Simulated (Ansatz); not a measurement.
## Geometry relaxation of Al7Cu (part 2 of 2)

Al7Cu (Fm-3m, 8 atoms in the cell); DFT PBE, scalar-relativistic, plane waves, PAW, no spin polarisation (Ansatz 0.2.0); cutoff 420 eV, 8×8×8 k-mesh, Gaussian smearing of 0.1 eV. The structure was made by a generator, so it may or may not be a known phase.

Geometry of the input (Å; fractional positions):
```
0.0000  3.9746  3.9746
3.9746  0.0000  3.9746
3.9746  3.9746  0.0000
Al 0.5000  -0.0000  0.0000
Al -0.0000  0.5000  0.5000
Al -0.0000  0.5000  0.0000
Al 0.5000  -0.0000  0.5000
Al -0.0000  0.0000  0.5000
Al 0.5000  0.5000  0.0000
Al 0.0000  0.0000  0.0000
Cu 0.5000  0.5000  0.5000
```

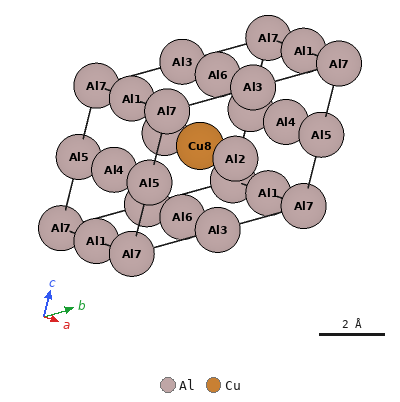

Figure 1. The geometry at step 3 of the log (spheres-only view of the cell of the calculation, seen slightly off an axis; atoms are numbered from 1 in the order of the input).

```
basis re-selected at this cell: Δ(F+E_penalty+E_count) = -2.565e-4 eV, ΔP = +0.003 GPa vs the last step (what re-selecting the basis moved, of the pressure what is left beyond the Pulay correction that the steps carried, after the strain that the cell walked since its last selection, with what the two solves' SCF thresholds leave and, on support functions, any second-order correction that the steps lacked; it is no measure of the basis error at this ecutwfc). This SCF's stress stands 2.81e-3 GPa from its target on what of the cell is left free (relax.cell.stress_tol is 5.00e-2 GPa) and its largest allowed force component is 1.03e-28 eV/Å (relax.f_tol is 1.00e-2 eV/Å): within both
SCF converged after 6 iterations
Free energy (F): -10387.828355 eV
Harris-Foulkes:  -10387.828355 eV  (|F-HF|=5.46e-12)
Internal energy: -10387.815866 eV  (E = F + TS)
E sigma→0 (E₀):  -10387.822110 eV
Entropy (-TS):   -0.012488 eV (-1.561 meV/atom)
Fermi energy:    8.887138 eV
--- Per-component energies (eV) ---
  E_band       = -426.478258
  E_kinetic    = 460.265851
  E_local      = -6551.350780  (includes V_loc(G=0)·N_el)
  E_nonlocal   = 460.769221
  E_hartree    = 2999.540696
  E_xc         = -368.092442
  E_vxc        = -318.799691  (∫ρ·V_xc dr)
  E_paw        = -4933.773296  (= ΣΔE_a)
  E_vpaw       = -476.444573  (= ΣTr[D̂ρ^β])
  E_aug_tail   = 0.000259  (compensation charges beyond the density's cutoff)
  E_ewald      = -2455.175374
  E_smearing   = -0.012488  (= −TS)
  E_closure    = 0.000000  (closes the sum)
  Σ components = -10387.828355   (vs F -10387.828355, Δ=0.00e0)
--- Forces (eV/Å), atoms counted from 1 ---
  atom   1  Al     0.00000000    -0.00000000    -0.00000000
  atom   2  Al    -0.00000000    -0.00000000    -0.00000000
  atom   3  Al    -0.00000000     0.00000000    -0.00000000
  atom   4  Al     0.00000000    -0.00000000    -0.00000000
  atom   5  Al     0.00000000     0.00000000    -0.00000000
  atom   6  Al     0.00000000    -0.00000000    -0.00000000
  atom   7  Al    -0.00000000     0.00000000     0.00000000
  atom   8  Cu     0.00000000    -0.00000000    -0.00000000
  max |Σ_I F_I| component: 1.19e-28 eV/Å
--- Stress (GPa, compression-positive) ---
        0.002808      -0.000000      -0.000000
       -0.000000       0.002808      -0.000000
       -0.000000       0.000000       0.002808
  P = ⅓ Tr σ = 0.0028 GPa (0.028 kbar)
--- Band table (eV; the first three rows and the last of 29) ---
  k-point 0: bands = ["-104.2860", "-61.6506", "-61.6506", "-61.6506", "-2.2145", "4.0581", "4.0581", "4.0581", "4.1722", "4.5593", "4.5593", "4.5593", "5.1741", "5.1741", "5.3440", "6.3473", "6.3473", "6.3473", "6.3830", "6.3830", "6.3830", "8.1210", "8.3809", "8.3809", "14.9131", "14.9131", "14.9131", "14.9847"]
  k-point 1: bands = ["-104.2861", "-61.6506", "-61.6506", "-61.6506", "-2.1054", "2.9147", "3.8836", "3.8836", "4.0998", "4.7202", "4.7202", "5.0289", "5.1768", "5.1768", "5.6710", "6.0909", "6.0909", "6.1252", "6.5211", "6.5211", "6.9654", "8.7918", "8.8989", "8.8989", "13.4131", "13.4131", "13.5317", "15.0045"]
  k-point 2: bands = ["-104.2860", "-61.6506", "-61.6506", "-61.6506", "-1.7793", "1.6316", "3.6839", "3.6839", "3.8369", "4.6799", "4.6799", "4.9984", "5.2190", "5.2190", "5.6673", "5.9190", "5.9190", "6.5618", "6.9041", "6.9041", "8.5711", "10.0381", "10.0381", "10.1454", "11.7961", "11.7961", "11.8309", "15.2789"]
  k-point 28: bands = ["-104.2860", "-61.6506", "-61.6506", "-61.6506", "0.4646", "0.5480", "0.5480", "1.1675", "4.5817", "4.5817", "4.8477", "5.2105", "5.2434", "5.8251", "6.0494", "6.0494", "6.1107", "8.5801", "9.2990", "9.2990", "9.5389", "10.4487", "10.4487", "10.7963", "11.2194", "12.9361", "13.4845", "13.5440"]
--- Relaxed structure (3 steps of the walk, 3 accepted, 1 SCFs on fresh bases) ---
  F+E_penalty+E_count = -10387.82835452 eV   max|allowed force component| = 1.029e-28 eV/Å   (the final SCF, on the basis selected at the relaxed cell)
  cell:  # Å, volume = 126.0671 Å³
    - [-4.840603431250811e-34, 3.979763559955806, 3.979763559955806]
    - [3.979763559955806, 2.0381488131582358e-34, 3.979763559955806]
    - [3.979763559955806, 3.979763559955806, -2.0381488131582358e-34]
  atoms:
    - { symbol: Al, position: [0.5, 0.0, 0.0] }
    - { symbol: Al, position: [0.0, 0.5, 0.5] }
    - { symbol: Al, position: [0.0, 0.5, 0.0] }
    - { symbol: Al, position: [0.5, 0.0, 0.5] }
    - { symbol: Al, position: [-1.2972768378098577e-35, -1.2972768378098577e-35, 0.5] }
    - { symbol: Al, position: [0.5, 0.5, 0.0] }
    - { symbol: Al, position: [-1.737060364266382e-36, 1.650305930631854e-36, 1.6305890138826804e-36] }
    - { symbol: Cu, position: [0.5, 0.5, 0.5] }
```

Trajectory as extended XYZ (Å, eV, eV/Å), 4 frames, from step=1 to step=4
```
8
Lattice="0.0000 3.9746 3.9746 3.9746 0.0000 3.9746 3.9746 3.9746 0.0000" Properties=species:S:1:pos:R:3:forces:R:3 step=1 energy=-10387.82781 pressure_GPa=0.34
Al    0.0000    1.9873    1.9873    0.0000   0.0000   0.0000
Al    3.9746    1.9873    1.9873    0.0000   0.0000   0.0000
Al    1.9873    0.0000    1.9873    0.0000   0.0000   0.0000
Al    1.9873    3.9746    1.9873    0.0000   0.0000   0.0000
Al    1.9873    1.9873    0.0000    0.0000   0.0000   0.0000
Al    1.9873    1.9873    3.9746    0.0000   0.0000   0.0000
Al    0.0000    0.0000    0.0000    0.0000   0.0000   0.0000
Cu    3.9746    3.9746    3.9746    0.0000   0.0000   0.0000
8
Lattice="0.0000 3.9806 3.9806 3.9806 0.0000 3.9806 3.9806 3.9806 0.0000" Properties=species:S:1:pos:R:3:forces:R:3 step=2 energy=-10387.82805 pressure_GPa=-0.06
Al    0.0000    1.9903    1.9903    0.0000   0.0000   0.0000
Al    3.9806    1.9903    1.9903    0.0000   0.0000   0.0000
Al    1.9903    0.0000    1.9903    0.0000   0.0000   0.0000
Al    1.9903    3.9806    1.9903    0.0000   0.0000   0.0000
Al    1.9903    1.9903    0.0000    0.0000   0.0000   0.0000
Al    1.9903    1.9903    3.9806    0.0000   0.0000   0.0000
Al    0.0000    0.0000    0.0000    0.0000   0.0000   0.0000
Cu    3.9806    3.9806    3.9806    0.0000   0.0000   0.0000
8
Lattice="0.0000 3.9798 3.9798 3.9798 0.0000 3.9798 3.9798 3.9798 0.0000" Properties=species:S:1:pos:R:3:forces:R:3 step=3 energy=-10387.82810 pressure_GPa=-0.00
Al    0.0000    1.9899    1.9899    0.0000   0.0000   0.0000
Al    3.9798    1.9899    1.9899    0.0000   0.0000   0.0000
Al    1.9899    0.0000    1.9899    0.0000   0.0000   0.0000
Al    1.9899    3.9798    1.9899    0.0000   0.0000   0.0000
Al    1.9899    1.9899    0.0000    0.0000   0.0000   0.0000
Al    1.9899    1.9899    3.9798    0.0000   0.0000   0.0000
Al    0.0000    0.0000    0.0000    0.0000   0.0000   0.0000
Cu    3.9798    3.9798    3.9798    0.0000   0.0000   0.0000
8
Lattice="0.0000 3.9798 3.9798 3.9798 0.0000 3.9798 3.9798 3.9798 0.0000" Properties=species:S:1:pos:R:3:forces:R:3 step=4 energy=-10387.82835 pressure_GPa=0.00
Al    0.0000    1.9899    1.9899    0.0000   0.0000   0.0000
Al    3.9798    1.9899    1.9899    0.0000   0.0000   0.0000
Al    1.9899    0.0000    1.9899    0.0000   0.0000   0.0000
Al    1.9899    3.9798    1.9899    0.0000   0.0000   0.0000
Al    1.9899    1.9899    0.0000    0.0000   0.0000   0.0000
Al    1.9899    1.9899    3.9798    0.0000   0.0000   0.0000
Al    0.0000    0.0000    0.0000    0.0000   0.0000   0.0000
Cu    3.9798    3.9798    3.9798    0.0000   0.0000   0.0000
```

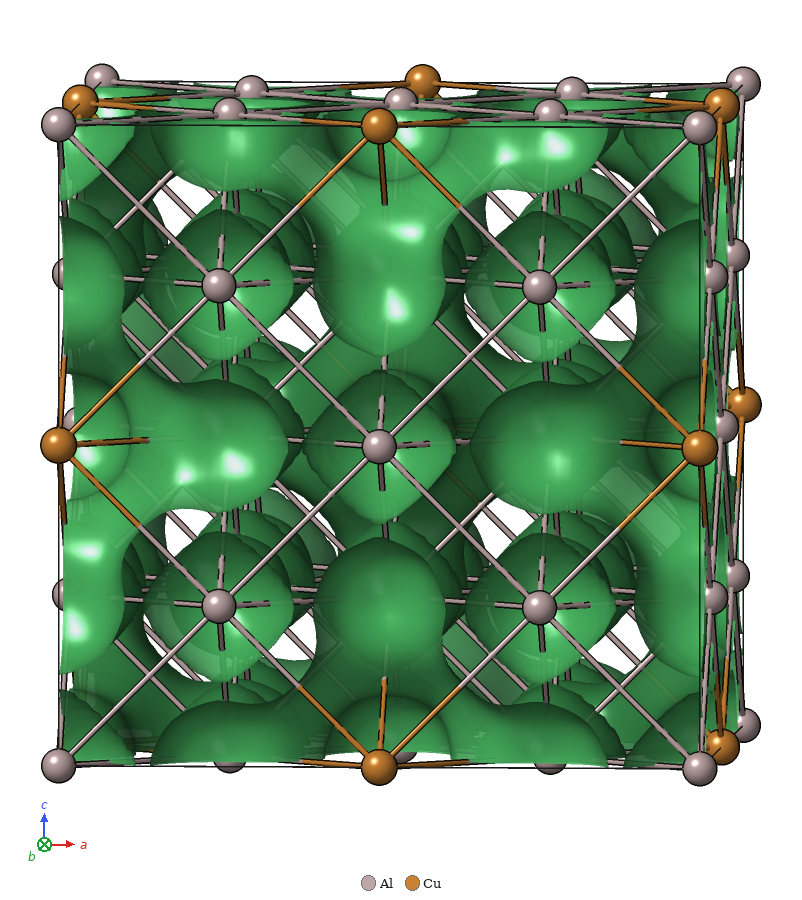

Figure 2. Isosurface of the ELF at 0.45 (green), seen at an oblique angle. Core shells and regions of very low density are left out. Sticks mark near contacts. The outline is the cell set on symmetry axes. Along the contacts the grid gives the following. Al–Al (2.81 Å): the ELF peaks at about 0.65 between the atoms. Al–Cu (2.81 Å): the ELF is about 0.40 at the midpoint (nearly free electrons, as in a simple metal). In a PAW calculation such maps are meaningful between the atoms, not at the nuclei.

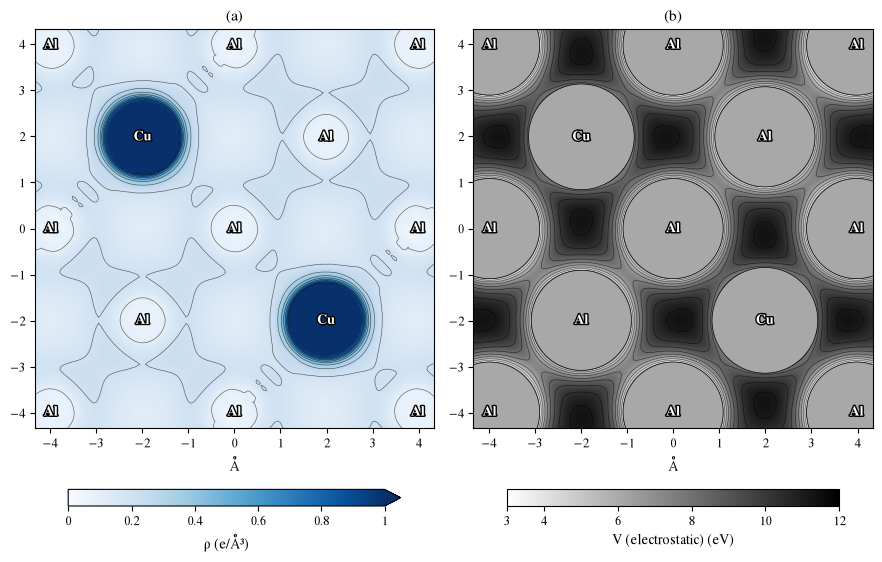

Figure 3. (a) valence charge density (pseudo); (b) electrostatic potential (local pseudopotential plus Hartree) felt by an electron on the (010) plane of the conventional cell. Grey discs, where drawn, cover atomic cores. The plane passes through Al and Cu nuclei. Al–Al (2.81 Å): ρ is about 0.21 e/Å³ halfway. Al–Cu (2.81 Å): ρ at the midpoint is about 0.2 e/Å³. Away from the nuclei the density in this plane falls to 0.11 e/Å³ at its lowest. Outside the cores the potential energy rises away from the atoms and is highest about 1.8 Å from the nearest atoms; outside the discs it spans about 8 eV, and its zero is arbitrary.
